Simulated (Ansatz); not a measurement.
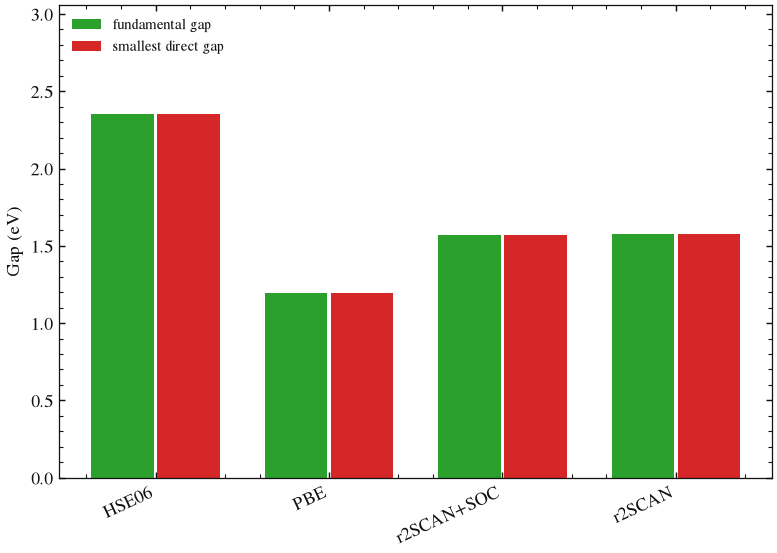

Gaps of GaN, space group F-43m, 2 atoms in the cell, zincblende type, hydrostatic strain +3.0%, at several levels of theory on one cell (Ansatz, plane waves and PAW; edges over the mesh and the special points).

How does the gap depend on the level, and does its kind change?

Answer. In rising order: PBE 1.19 eV, r2SCAN+SOC 1.57 eV, r2SCAN 1.57 eV and HSE06 2.35 eV. It is direct at every level.
